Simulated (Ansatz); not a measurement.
**Geometry relaxation, with input and output: MoSi₂ (part 2 of 3)**

Continued. System: MoSi₂ (P1, 6 atoms in the cell). Method: DFT, PBEsol, plane waves, PAW, no spin polarisation (Ansatz 0.2.0); cutoff 420 eV, 4×6×6 k-mesh, Fermi–Dirac smearing of 0.05 eV. The structure was built on a prototype by a generator.

Geometry of the input (Å; fractional positions):
```
3.5827  1.9841  8.1654
-1.8832  1.0113  4.1181
-0.0293  -2.0417  4.1101
Si 0.1021  0.1572  0.2786
Si 0.3990  0.7506  0.7850
Mo 0.0004  -0.0034  -0.0040
Si 0.6130  0.2124  0.2285
Si 0.8875  0.7590  0.7868
Mo 0.5054  0.0104  -0.0384
```

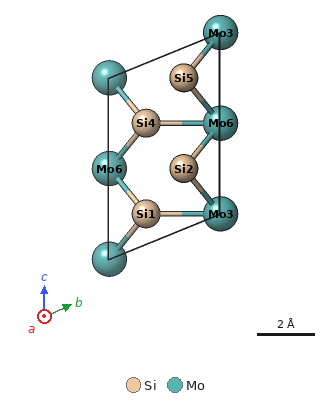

The geometry at step 10 of the log (ball-and-stick view of the reduced cell, along the a axis; atoms are numbered from 1 in the order of the input).

## The program's output, continued
```
relax step   7: F+E_penalty+E_count = -12284.20142938 eV  Δ(F+E_penalty+E_count) = -9.809e-1 eV  max|allowed force component| = 9.682e-1 eV/Å  Δτ_max = 0.1944 Å  P = -3.216 GPa  Ω = 81.472 Å³  energy of the carried Pulay correction = +2.100e-3 eV  (6 SCF iters, dr2 threshold 6.00e-7 eV, accepted)
Crystal: 6 atoms, lattice volume = 76.897 Å³
Basis set: ecut = 420 eV, 1511 PW (Γ), exchange–correlation on 128×64×64 points (8 copies of the dense FFT grid, shifted against one another)
iter 1 solved again at ethr=4.73e-4 eV; its pass at ethr=3.10e-3 eV (dr2=2.08e-1 eV) is discarded
SCF iter   1: F=—  HF=-12284.426746 eV  |F-HF|=—  |Δ(HF+E_count)|=         —  Δρ=1.82e-2  dr2=2.09e-1  ethr=4.73e-4  ⟨swp⟩=1.0  Hψ=13343  notcnv=0
preconditioner: auto → Kerker (q_TF=auto, 2.486 Å⁻¹)  [metal: Δε(μ)=0.017 eV  Ē_g=7.495 eV  σ=0.050 eV  W_gap=0.08  n_scr=20 (ndim 8)  ℏωp=22.4 eV  f_vac=0.000  D(μ)=0.80/eV (n_scr^D=2)]
SCF iter   2: F=—  HF=-12284.383347 eV  |F-HF|=—  |Δ(HF+E_count)|=   4.34e-2  Δρ=1.09e-2  dr2=7.76e-2  ethr=4.73e-4  ⟨swp⟩=1.0  Hψ=2128  notcnv=0
SCF iter   3: F=—  HF=-12284.357994 eV  |F-HF|=—  |Δ(HF+E_count)|=   2.54e-2  Δρ=6.80e-4  dr2=2.25e-4  ethr=1.76e-4  ⟨swp⟩=2.1  Hψ=3608  notcnv=0
SCF iter   4: F=—  HF=-12284.357972 eV  |F-HF|=—  |Δ(HF+E_count)|=   2.22e-5  Δρ=1.35e-4  dr2=1.09e-5  ethr=5.11e-7  ⟨swp⟩=2.5  Hψ=3786  notcnv=0
iter 5 did not close the SCF: its close was put off for the readings that it lacked (scf_convergence_deferred on its scf_iter line)
SCF iter   5: F=-12284.357970 eV  HF=-12284.357970 eV  |F-HF|=1.34e-7  |Δ(HF+E_count)|=   2.00e-6  Δρ=1.92e-5  dr2=2.66e-7  ethr=2.47e-8  ⟨swp⟩=2.4  Hψ=3334  notcnv=0
SCF iter   6: F=-12284.357970 eV  HF=-12284.357970 eV  |F-HF|=5.74e-9  |Δ(HF+E_count)|=   6.17e-8  Δρ=3.34e-6  dr2=9.50e-9  ethr=6.04e-10  ⟨swp⟩=6.0  Hψ=13417  notcnv=0
SCF 8 converged in 6 iterations: F = -12284.357970 eV  dr2 = 9.50e-9
  greatest PAW one-centre occupation: 0.999 electrons in one spin orbital (limit 2), on the Mo atom at site 2 (counted from 0), in its partial waves of l = 0
relax step   8: F+E_penalty+E_count = -12284.35796975 eV  Δ(F+E_penalty+E_count) = -1.565e-1 eV  max|allowed force component| = 9.088e-1 eV/Å  Δτ_max = 0.1949 Å  P = +8.937 GPa  Ω = 76.897 Å³  energy of the carried Pulay correction = +3.116e-3 eV  (6 SCF iters, dr2 threshold 6.00e-7 eV, accepted)
Crystal: 6 atoms, lattice volume = 79.624 Å³
Basis set: ecut = 420 eV, 1545 PW (Γ), exchange–correlation on 128×64×64 points (8 copies of the dense FFT grid, shifted against one another)
iter 1 solved again at ethr=9.58e-5 eV; its pass at ethr=3.10e-3 eV (dr2=4.21e-2 eV) is discarded
SCF iter   1: F=—  HF=-12284.541295 eV  |F-HF|=—  |Δ(HF+E_count)|=         —  Δρ=9.50e-3  dr2=4.29e-2  ethr=9.58e-5  ⟨swp⟩=1.1  Hψ=11950  notcnv=0
preconditioner: auto → Kerker (q_TF=auto, 2.471 Å⁻¹)  [metal: Δε(μ)=0.039 eV  Ē_g=7.249 eV  σ=0.050 eV  W_gap=0.19  n_scr=20 (ndim 8)  ℏωp=22.0 eV  f_vac=0.000  D(μ)=0.83/eV (n_scr^D=2)]
SCF iter   2: F=—  HF=-12284.533993 eV  |F-HF|=—  |Δ(HF+E_count)|=   7.30e-3  Δρ=5.63e-3  dr2=1.61e-2  ethr=9.58e-5  ⟨swp⟩=1.0  Hψ=2128  notcnv=0
SCF iter   3: F=—  HF=-12284.529774 eV  |F-HF|=—  |Δ(HF+E_count)|=   4.22e-3  Δρ=3.85e-4  dr2=6.86e-5  ethr=3.65e-5  ⟨swp⟩=2.7  Hψ=3547  notcnv=0
SCF iter   4: F=—  HF=-12284.529759 eV  |F-HF|=—  |Δ(HF+E_count)|=   1.48e-5  Δρ=5.30e-5  dr2=2.18e-6  ethr=1.56e-7  ⟨swp⟩=2.4  Hψ=3733  notcnv=0
iter 5 did not close the SCF: its close was put off for the readings that it lacked (scf_convergence_deferred on its scf_iter line)
SCF iter   5: F=-12284.529759 eV  HF=-12284.529759 eV  |F-HF|=4.93e-8  |Δ(HF+E_count)|=   5.08e-7  Δρ=1.10e-5  dr2=9.67e-8  ethr=4.96e-9  ⟨swp⟩=2.7  Hψ=3653  notcnv=0
SCF iter   6: F=-12284.529759 eV  HF=-12284.529759 eV  |F-HF|=2.05e-9  |Δ(HF+E_count)|=   2.50e-8  Δρ=1.77e-6  dr2=3.26e-9  ethr=2.20e-10  ⟨swp⟩=5.2  Hψ=12808  notcnv=0
SCF 9 converged in 6 iterations: F = -12284.529759 eV  dr2 = 3.26e-9
relax step   9: F+E_penalty+E_count = -12284.52975883 eV  Δ(F+E_penalty+E_count) = -1.718e-1 eV  max|allowed force component| = 1.016e-1 eV/Å  Δτ_max = 0.0748 Å  P = -0.209 GPa  Ω = 79.624 Å³  energy of the carried Pulay correction = +2.504e-3 eV  (6 SCF iters, dr2 threshold 6.00e-7 eV, accepted)
Crystal: 6 atoms, lattice volume = 79.566 Å³
Basis set: ecut = 420 eV, 1555 PW (Γ), exchange–correlation on 128×64×64 points (8 copies of the dense FFT grid, shifted against one another)
iter 1 solved again at ethr=2.34e-6 eV; its pass at ethr=3.10e-3 eV (dr2=1.03e-3 eV) is discarded
SCF iter   1: F=—  HF=-12284.536765 eV  |F-HF|=—  |Δ(HF+E_count)|=         —  Δρ=1.39e-3  dr2=1.12e-3  ethr=2.34e-6  ⟨swp⟩=2.0  Hψ=11406  notcnv=0
preconditioner: auto → Kerker (q_TF=auto, 2.472 Å⁻¹)  [metal: Δε(μ)=0.024 eV  Ē_g=7.258 eV  σ=0.050 eV  W_gap=0.12  n_scr=20 (ndim 8)  ℏωp=22.0 eV  f_vac=0.000  D(μ)=0.88/eV (n_scr^D=2)]
SCF iter   2: F=—  HF=-12284.536527 eV  |F-HF|=—  |Δ(HF+E_count)|=   2.38e-4  Δρ=8.02e-4  dr2=3.88e-4  ethr=2.34e-6  ⟨swp⟩=1.0  Hψ=2128  notcnv=0
SCF iter   3: F=—  HF=-12284.536401 eV  |F-HF|=—  |Δ(HF+E_count)|=   1.26e-4  Δρ=7.34e-5  dr2=4.81e-6  ethr=8.82e-7  ⟨swp⟩=2.8  Hψ=3729  notcnv=0
iter 4 did not close the SCF: its close was put off for the readings that it lacked (scf_convergence_deferred on its scf_iter line)
SCF iter   4: F=-12284.536399 eV  HF=-12284.536399 eV  |F-HF|=9.93e-8  |Δ(HF+E_count)|=   1.35e-6  Δρ=1.41e-5  dr2=1.63e-7  ethr=1.09e-8  ⟨swp⟩=2.1  Hψ=2969  notcnv=0
iter 5 did not close the SCF: its close was put off for the readings that it lacked (scf_convergence_deferred on its scf_iter line)
SCF iter   5: F=-12284.536399 eV  HF=-12284.536399 eV  |F-HF|=4.42e-9  |Δ(HF+E_count)|=   4.00e-8  Δρ=2.55e-6  dr2=6.95e-9  ethr=3.71e-10  ⟨swp⟩=2.2  Hψ=3109  notcnv=0
SCF iter   6: F=-12284.536399 eV  HF=-12284.536399 eV  |F-HF|=1.46e-10  |Δ(HF+E_count)|=   1.79e-9  Δρ=5.01e-7  dr2=2.34e-10  ethr=1.58e-11  ⟨swp⟩=4.9  Hψ=11184  notcnv=0
SCF 10 converged in 6 iterations: F = -12284.536399 eV  dr2 = 2.34e-10
relax step  10: F+E_penalty+E_count = -12284.53639924 eV  Δ(F+E_penalty+E_count) = -6.640e-3 eV  max|allowed force component| = 7.867e-3 eV/Å  Δτ_max = 0.0104 Å  P = +0.003 GPa  Ω = 79.566 Å³  energy of the carried Pulay correction = +2.517e-3 eV  (6 SCF iters, dr2 threshold 6.00e-7 eV, accepted)
Crystal: 6 atoms, lattice volume = 79.568 Å³
iter 1 solved again at ethr=5.58e-9 eV; its pass at ethr=3.10e-3 eV (dr2=2.45e-6 eV) is discarded
SCF iter   1: F=—  HF=-12284.536412 eV  |F-HF|=—  |Δ(HF+E_count)|=         —  Δρ=5.13e-5  dr2=2.84e-6  ethr=5.58e-9  ⟨swp⟩=2.2  Hψ=10514  notcnv=0
preconditioner: auto → Kerker (q_TF=auto, 2.472 Å⁻¹)  [metal: Δε(μ)=0.020 eV  Ē_g=7.258 eV  σ=0.050 eV  W_gap=0.10  n_scr=20 (ndim 8)  ℏωp=22.0 eV  f_vac=0.000  D(μ)=0.89/eV (n_scr^D=2)]
SCF iter   2: F=—  HF=-12284.536414 eV  |F-HF|=—  |Δ(HF+E_count)|=   1.73e-6  Δρ=2.80e-5  dr2=8.90e-7  ethr=5.58e-9  ⟨swp⟩=1.1  Hψ=2157  notcnv=0
SCF iter   3: F=—  HF=-12284.536414 eV  |F-HF|=—  |Δ(HF+E_count)|=   2.87e-7  Δρ=4.27e-6  dr2=3.24e-8  ethr=2.02e-9  ⟨swp⟩=2.2  Hψ=3000  notcnv=0
iter 4 did not close the SCF: its close was put off for the readings that it lacked (scf_convergence_deferred on its scf_iter line)
SCF iter   4: F=-12284.536414 eV  HF=-12284.536414 eV  |F-HF|=3.78e-10  |Δ(HF+E_count)|=   1.14e-8  Δρ=1.12e-6  dr2=7.96e-10  ethr=7.35e-11  ⟨swp⟩=2.0  Hψ=2995  notcnv=0
iter 5 did not close the SCF: its close was put off for the readings that it lacked (scf_convergence_deferred on its scf_iter line)
SCF iter   5: F=-12284.536414 eV  HF=-12284.536414 eV  |F-HF|=9.09e-12  |Δ(HF+E_count)|=  1.89e-10  Δρ=2.20e-7  dr2=2.53e-11  ethr=1.81e-12  ⟨swp⟩=2.0  Hψ=3118  notcnv=0
SCF iter   6: F=-12284.536414 eV  HF=-12284.536414 eV  |F-HF|=1.82e-12  |Δ(HF+E_count)|=  7.28e-12  Δρ=3.49e-8  dr2=1.06e-12  ethr=1.00e-12  ⟨swp⟩=4.0  Hψ=8961  notcnv=0
SCF 11 converged in 6 iterations: F = -12284.536414 eV  dr2 = 1.06e-12
relax step  11: F+E_penalty+E_count = -12284.53641373 eV  Δ(F+E_penalty+E_count) = -1.449e-5 eV  max|allowed force component| = 4.996e-4 eV/Å  Δτ_max = 0.0006 Å  P = +0.002 GPa  Ω = 79.568 Å³  energy of the carried Pulay correction = +2.516e-3 eV  (6 SCF iters, accepted)
Basis set: ecut = 420 eV, 1555 PW (Γ), exchange–correlation on 120×64×64 points (8 copies of the dense FFT grid, shifted against one another)
Initial wavefunctions: pseudopotential atomic-orbital guess (no wavefunctions were taken with the density)
iter 1 solved again at ethr=7.33e-8 eV; its pass at ethr=3.10e-3 eV (dr2=3.23e-5 eV) is discarded
SCF iter   1: F=—  HF=-12284.535678 eV  |F-HF|=—  |Δ(HF+E_count)|=         —  Δρ=1.68e-4  dr2=2.29e-6  ethr=7.33e-8  ⟨swp⟩=3.0  Hψ=15534  notcnv=0
preconditioner: auto → Kerker (q_TF=auto, 2.472 Å⁻¹)  [metal: Δε(μ)=0.021 eV  Ē_g=7.258 eV  σ=0.050 eV  W_gap=0.10  n_scr=20 (ndim 8)  ℏωp=22.0 eV  f_vac=0.000  D(μ)=0.89/eV (n_scr^D=2)]
SCF iter   2: F=—  HF=-12284.535674 eV  |F-HF|=—  |Δ(HF+E_count)|=   4.12e-6  Δρ=8.66e-5  dr2=5.82e-7  ethr=5.21e-9  ⟨swp⟩=1.0  Hψ=2128  notcnv=0
SCF iter   3: F=—  HF=-12284.535675 eV  |F-HF|=—  |Δ(HF+E_count)|=   5.10e-7  Δρ=3.38e-6  dr2=2.17e-9  ethr=1.32e-9  ⟨swp⟩=2.9  Hψ=3756  notcnv=0
SCF iter   4: F=—  HF=-12284.535675 eV  |F-HF|=—  |Δ(HF+E_count)|=   1.26e-9  Δρ=5.93e-7  dr2=1.26e-10  ethr=4.93e-12  ⟨swp⟩=2.1  Hψ=3701  notcnv=0
iter 5 did not close the SCF: its close was put off for the readings that it lacked (scf_convergence_deferred on its scf_iter line)
SCF iter   5: F=-12284.535675 eV  HF=-12284.535675 eV  |F-HF|=0.00e0  |Δ(HF+E_count)|=  7.28e-12  Δρ=5.14e-8  dr2=2.35e-12  ethr=1.00e-12  ⟨swp⟩=1.0  Hψ=2128  notcnv=0
SCF iter   6: F=-12284.535675 eV  HF=-12284.535675 eV  |F-HF|=3.64e-12  |Δ(HF+E_count)|=    0.00e0  Δρ=1.24e-8  dr2=6.13e-14  ethr=1.00e-12  ⟨swp⟩=3.6  Hψ=8000  notcnv=0
SCF 12 converged in 6 iterations: F = -12284.535675 eV  dr2 = 6.13e-14
relax step  12: F+E_penalty+E_count = -12284.53567480 eV  Δ(F+E_penalty+E_count) = +7.389e-4 eV  max|allowed force component| = 4.524e-4 eV/Å  Δτ_max = 0.0000 Å  P = -0.007 GPa  Ω = 79.568 Å³  stress off target by 2.33e-2 GPa  SCF on the basis re-selected at this cell (its energy is not comparable with the rows above)  (6 SCF iters)
```

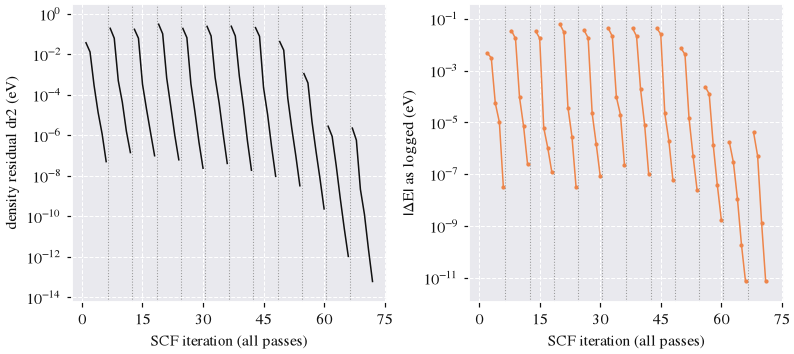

Convergence of the self-consistent field: density residual dr2 and size of the energy change against the SCF iteration. The dotted lines part the SCF passes of the relaxation: geometry steps, rejected trials and re-solves on a re-selected basis. The 12 passes take 6 iterations each, 72 in all.

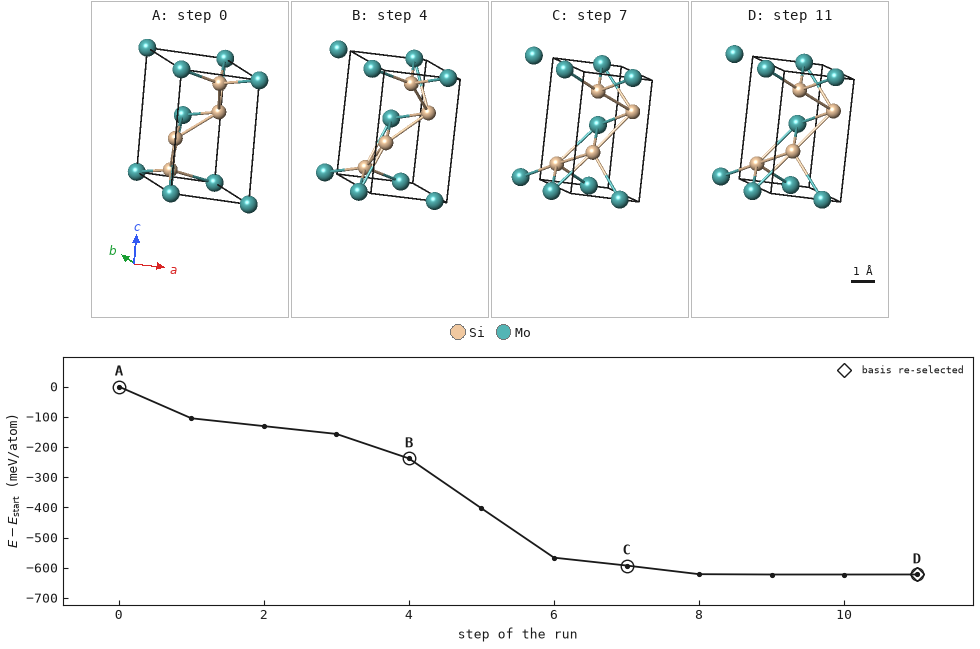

Frames of the relaxation (ball-and-stick view of the reduced cell, seen slightly off an axis) above the curves, on which the letters mark them (the first geometry is step 0 here and step 1 in the log).

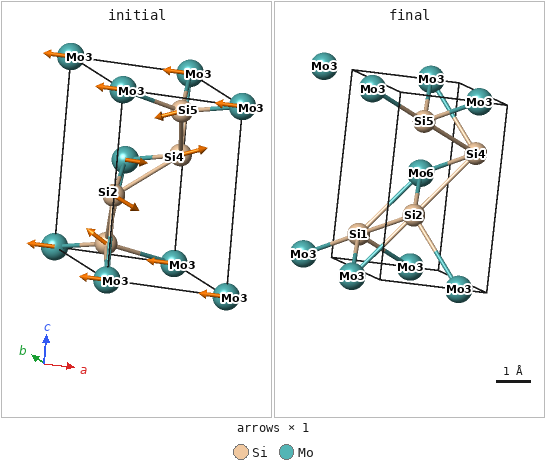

Before (left) and after (right) the relaxation, at one scale (ball-and-stick view of the reduced cell, seen slightly off an axis). The orange arrows give the displacements (without the part carried along by the change of the cell), at true length. Si2 moves most relative to the cell: 0.90 Å. Largest moves by element: Si 0.90 Å, Mo 0.84 Å. The volume changes by −13.3 %, with a 3.572 → 3.189 Å (−10.7 %), b 4.589 → 4.515 Å (−1.6 %), c 6.268 → 6.378 Å (+1.7 %), α 103.2° → 110.7°, β 92.5° → 90.0°, γ 112.0° → 110.7°. Among the contacts that change: Si2–Mo3 4.502 → 2.599 Å, Si1–Si2 4.338 → 2.616 Å, Mo3–Si4 4.289 → 2.599 Å, Si4–Si5 4.288 → 2.616 Å. New bonds form: Mo3–Si4 (4.29 → 2.60 Å), Si1–Mo6 (4.22 → 2.60 Å), Si1–Si2 (3.47 → 2.58 Å), Si2–Mo3 (4.50 → 2.60 Å). The space group (tolerance 0.01 Å) goes from P1 (No. 1) to I4/mmm (No. 139). Over 10 geometry steps the energy falls by 623 meV per atom. Largest force component: 3 eV/Å at the start, 0.00045 eV/Å at the end. The pressure goes from 2.79 to −0.01 GPa. A last SCF at the same geometry on a re-selected plane-wave basis shifts the energy by +0.1 meV per atom. (Atoms are counted from 1 in the order of the input.)

```
basis re-selected at this cell: Δ(F+E_penalty+E_count) = +7.389e-4 eV, ΔP = -0.010 GPa vs the last step (what re-selecting the basis moved, of the pressure what is left beyond the Pulay correction that the steps carried, after the strain that the cell walked since its last selection, with what the two solves' SCF thresholds leave and, on support functions, any second-order correction that the steps lacked; it is no measure of the basis error at this ecutwfc). The dense FFT grid was sized anew with the basis: this SCF ran on 60×32×32 points, the steps before it on 64×32×32, so part of this shift can come from that change (see relax.cell in the input reference). This SCF's stress stands 2.33e-2 GPa from its target on what of the cell is left free (relax.cell.stress_tol is 5.00e-2 GPa) and its largest allowed force component is 4.52e-4 eV/Å (relax.f_tol is 1.00e-2 eV/Å): within both
SCF converged after 6 iterations
Free energy (F): -12284.535675 eV
Harris-Foulkes:  -12284.535675 eV  (|F-HF|=3.64e-12)
Internal energy: -12284.529136 eV  (E = F + TS)
E sigma→0 (E₀):  -12284.532405 eV
Entropy (-TS):   -0.006539 eV (-1.090 meV/atom)
Fermi energy:    16.097370 eV
--- Per-component energies (eV) ---
  E_band       = -87.926692
  E_kinetic    = 1064.507123
  E_local      = -2287.490910  (includes V_loc(G=0)·N_el)
  E_nonlocal   = 389.759610
  E_hartree    = 852.042950
  E_xc         = -594.099579
  E_vxc        = -658.274280  (∫ρ·V_xc dr)
  E_paw        = -8283.531628  (= ΣΔE_a)
  E_vpaw       = -300.514217  (= ΣTr[D̂ρ^β])
  E_aug_tail   = 0.000085  (compensation charges beyond the density's cutoff)
  E_ewald      = -3426.261627
  E_core_change = 0.544841  (= ΣΔE_core)
  E_smearing   = -0.006539  (= −TS)
  E_closure    = 0.000000  (closes the sum)
  Σ components = -12284.535675   (vs F -12284.535675, Δ=0.00e0)
--- Forces (eV/Å), atoms counted from 1 ---
  atom   1  Si     0.00012720     0.00006302     0.00038574
  atom   2  Si    -0.00012261    -0.00006017    -0.00039775
  atom   3  Mo    -0.00003236    -0.00006375    -0.00009592
  atom   4  Si     0.00017370     0.00011534     0.00045176
  atom   5  Si    -0.00014954    -0.00003360    -0.00045237
  atom   6  Mo     0.00000361    -0.00002084     0.00010853
  max |Σ_I F_I| component: 1.21e-9 eV/Å
--- Stress (GPa, compression-positive) ---
       -0.001728       0.014785      -0.015458
        0.014785      -0.008364      -0.011884
       -0.015458      -0.011884      -0.011892
  P = ⅓ Tr σ = -0.0073 GPa (-0.073 kbar)
--- Band table (eV; the first three rows and the last of 76) ---
  k-point 0: bands = ["-44.5251", "-44.5054", "-18.8971", "-18.7130", "-18.6918", "-18.6264", "-18.6246", "-18.5991", "2.5881", "6.4627", "6.5545", "9.6279", "11.0797", "11.5746", "12.6833", "12.9523", "13.4470", "13.4499", "13.4589", "13.4914", "15.5716", "16.4755", "18.3776", "19.2209", "19.2211", "19.3229", "19.6615", "19.6656"]
  k-point 1: bands = ["-44.5190", "-44.5020", "-18.8691", "-18.7049", "-18.6913", "-18.6874", "-18.6654", "-18.6381", "3.1434", "6.0383", "7.5359", "9.9617", "10.4486", "11.3475", "12.1173", "12.7845", "13.0985", "13.4043", "13.9559", "14.4386", "14.7794", "14.9718", "17.3518", "18.1454", "18.3620", "18.7638", "19.5845", "19.9295"]
  k-point 2: bands = ["-44.5057", "-44.4961", "-18.8188", "-18.8038", "-18.7980", "-18.6880", "-18.6790", "-18.6725", "4.6719", "6.3544", "7.9811", "9.1477", "10.5709", "10.7621", "11.9183", "12.3120", "12.9479", "13.2596", "13.6943", "13.9236", "14.2253", "14.2729", "16.6918", "17.3525", "18.4893", "18.7031", "19.5762", "19.9945"]
```
